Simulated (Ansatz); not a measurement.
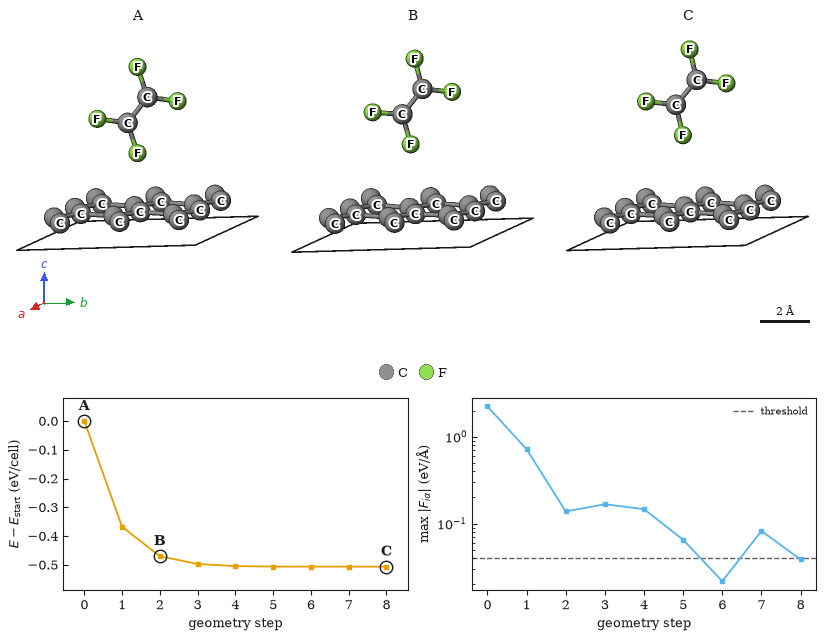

Frames of a constrained relaxation of a slab of composition C5F (cut from the R-3m phase), marked on the history of the run. Style: ball-and-stick. Shown: the cell of the calculation, outlined in the plane, without the vacuum (origin shifted), slightly off an axis.

Case: 1 C2F4 a cell, donor, over a bridge C-C site. The slab is the (0 0 1) face of C with C2F4 on it. 1 atoms are held fixed.

Computed with DFT PBE+D3(BJ), scalar-relativistic, plane waves, PAW (Ansatz).

Input
```yaml
crystal:
  lattice:
    - [7.3951485245, 0.0, 0.0]
    - [-3.6975742623, 6.404386487, 0.0]
    - [0.0, 0.0, 21.5809100061]
  atoms:
    - { symbol: C, position: [0.5555555556, 0.4444444444, 0.3706979918] }
    - { symbol: C, position: [0.5555555556, 0.7777777778, 0.3706979918] }
    - { symbol: C, position: [0.5555555556, 0.1111111111, 0.3706979918] }
    - { symbol: C, position: [0.8888888889, 0.4444444444, 0.3706979918] }
    - { symbol: C, position: [0.8888888889, 0.7777777778, 0.3706979918] }
    - { symbol: C, position: [0.8888888889, 0.1111111111, 0.3706979918] }
    - { symbol: C, position: [0.2222222222, 0.4444444444, 0.3706979918] }
    - { symbol: C, position: [0.2222222222, 0.7777777778, 0.3706979918] }
    - { symbol: C, position: [0.2222222222, 0.1111111111, 0.3706979918] }
    - { symbol: C, position: [0.4444444444, 0.2222222222, 0.370772595] }
    - { symbol: C, position: [0.4444444444, 0.5555555556, 0.370772595] }
    - { symbol: C, position: [0.4444444444, 0.8888888889, 0.370772595] }
    - { symbol: C, position: [0.7777777778, 0.2222222222, 0.370772595] }
    - { symbol: C, position: [0.7777777778, 0.5555555556, 0.370772595] }
    - { symbol: C, position: [0.7777777778, 0.8888888889, 0.370772595] }
    - { symbol: C, position: [0.1111111111, 0.2222222222, 0.370772595] }
    - { symbol: C, position: [0.1111111111, 0.5555555556, 0.370772595] }
    - { symbol: C, position: [0.1111111111, 0.8888888889, 0.370772595] }
    - { symbol: F, position: [0.0, 0.8333333333, 0.4782750126] }
    - { symbol: C, position: [0.0150495644, 0.7831997317, 0.5378878834] }
    - { symbol: F, position: [0.0610081787, 0.6301037674, 0.5496112074] }
    - { symbol: C, position: [-0.0150495644, 0.8834669349, 0.5845216908] }
    - { symbol: F, position: [0.0, 0.8333333333, 0.6441299279] }
    - { symbol: F, position: [-0.0610081787, 1.0365628993, 0.5727937331] }
basis:
  ecutwfc: 420
kpoints:
  mp_grid: { grid: [3, 3, 1] }
hamiltonian:
  xc: pbe
  dispersion: d3bj
scf:
  occupations: { method: gaussian, width: 0.05 }
output:
  forces: true
  eigenvalues: true
  write_density: true
  write_potential: true
  elf: true
  volumetric_format: npy
relax:
  adjacent_minimum: "off"
  f_tol: 0.04
  max_steps: 100
  constraints: [{ sites: [0] }]
efield:
  axis: 3
  dipole_correction: true
  ramp_width: 0.04
```

Command:
```bash
ansatz run input.yaml --threads 2 --pin off --max-ram 6144MiB --backend cpu --events-out ev --progress --plain --runs-dir out
```

Q: What happens along the run?

A: Over 8 geometry steps the energy falls by 0.506 eV per cell of the calculation. The largest force component goes from 2.2 to 0.039 eV/Å. The forces were under the threshold at step 6, but the run went on from there. The atom that moves furthest is F19 (0.77 Å at 14° to the normal (+c side)). By element the largest moves are F 0.77 Å, C 0.75 Å. The lattice vectors keep their values. Near-neighbour distances that change, for instance: C20–F21 1.359 → 1.326 Å. Bond angles that change, for instance: F19–C20–F21 119.5° → 113.3°, F23–C22–F24 119.5° → 113.4°, C20–C22–F23 120.2° → 123.4°. From step 0 to 2: F atoms move most (0.39 Å), energy −0.470 eV per cell of the calculation. From step 2 to 8: F21 moves most (0.45 Å), energy −36.4 meV per cell of the calculation.

| step | E − E(0), meV/atom | largest force component, eV/Å |
| --- | --- | --- |
| 0 | 0.00 | 2.2244 |
| 1 | -15.32 | 0.7167 |
| 2 | -19.58 | 0.1379 |
| 3 | -20.71 | 0.1669 |
| 4 | -21.02 | 0.1465 |
| 5 | -21.08 | 0.0651 |
| 6 | -21.09 | 0.0217 |
| 7 | -21.09 | 0.0823 |
| 8 | -21.10 | 0.0386 |

Limits of the set-up: the periodic images lie only 7.4 Å apart, so the values are limited by the cell's size.
